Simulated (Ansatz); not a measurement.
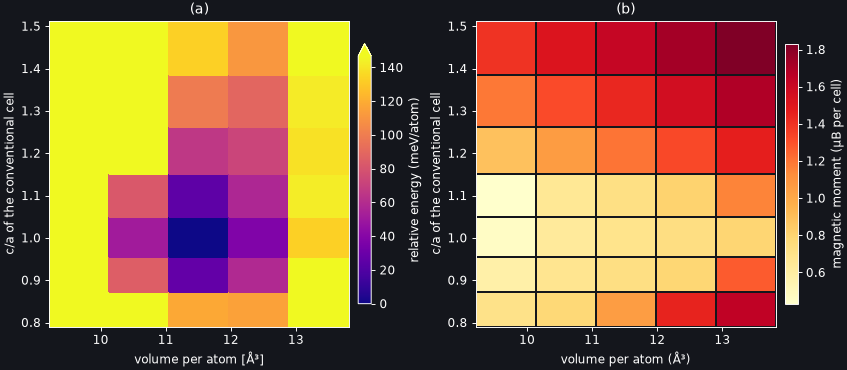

AlFe (Pm-3m, No. 221; 2 atoms in the cell). The energy is mapped over volume and the cell's shape. Coordinates scanned: (1) volume per atom; (2) c/a of the conventional cell. Nothing is relaxed (symmetry fixes all fractional coordinates). The scan uses a 5 × 7 grid. Points are written as (first, second). Energies: meV/atom, counted from the lowest grid point. The magnetic moment jumps between some neighbouring points. Level of theory: DFT PBEsol, scalar-relativistic, plane waves, PAW (Ansatz 0.2.0). Settings: cutoff 520 eV, k-mesh 18×18×18, gaussian smearing 0.15 eV, spin-polarised.

Panel (a) is the energy and panel (b) the computed magnetic moment on the same grid.

In the figure: one coloured cell a grid point, one colour for all values above the top of the scale.

How does the magnetic moment vary over the map, and what is it at the lowest grid point?

It runs from 0.43 μB per cell at (9.67 Å³, 1.097) to 1.83 μB per cell at (13.36 Å³, 1.449). At the lowest grid point, (11.51 Å³, 1.000), it is 0.69 μB per cell.

```
c/a of the conventional cell ↓, volume per atom →  9.67  10.59  11.51  12.44  13.36
                                            1.449  1.40   1.51   1.62   1.73   1.83
                                            1.321  1.19   1.32   1.44   1.56   1.69
                                            1.204  0.89   1.06   1.20   1.32   1.47
                                            1.097  0.43   0.66   0.72   0.81   1.15
                                            1.000  0.46   0.63   0.69   0.74   0.79
                                            0.911  0.58   0.68   0.73   0.79   1.27
                                            0.831  0.70   0.78   1.06   1.45   1.65
```
